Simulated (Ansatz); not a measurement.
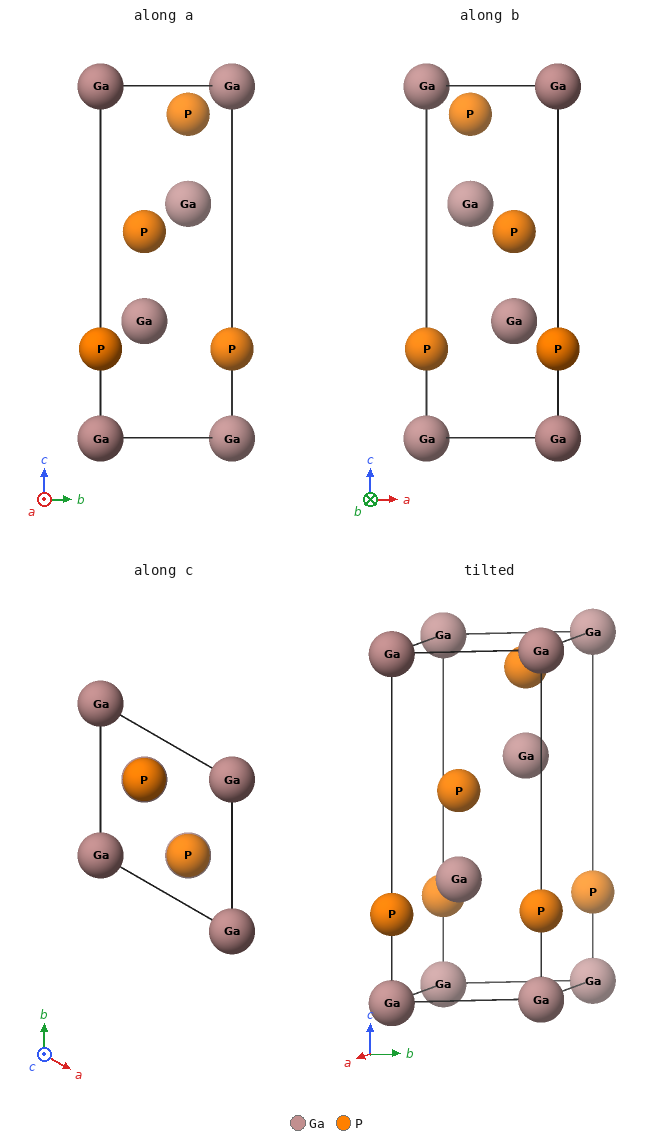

Crystal structure, spheres-only style, seen along the a axis, along the b axis, along the c axis and slightly off an axis. The parallelepiped is the conventional unit cell.

Lattice parameters: a = 4.008 Å, b = 4.008 Å, c = 9.296 Å, α = 90.00°, β = 90.00°, γ = 120.00°.

### Reconstruct the structure as a table of Wyckoff sites, with free fractional coordinates to two decimals.

Space group R3m:H (No. 160).
```csv
atom,site,x,y,z
Ga,3a,0.3333,0.6667,0.66
P,3a,0.3333,0.6667,0.92
```

Source of the structure: a structure type filled with these elements by a generator (whether the compound takes this form wasn't checked). The cell was then strained or its atoms displaced on purpose. A calculation with Ansatz used it as input.

At this level of theory the cell isn't at rest (stretched, at -5 GPa), so its distances can differ from those at equilibrium, the more so the softer the solid.
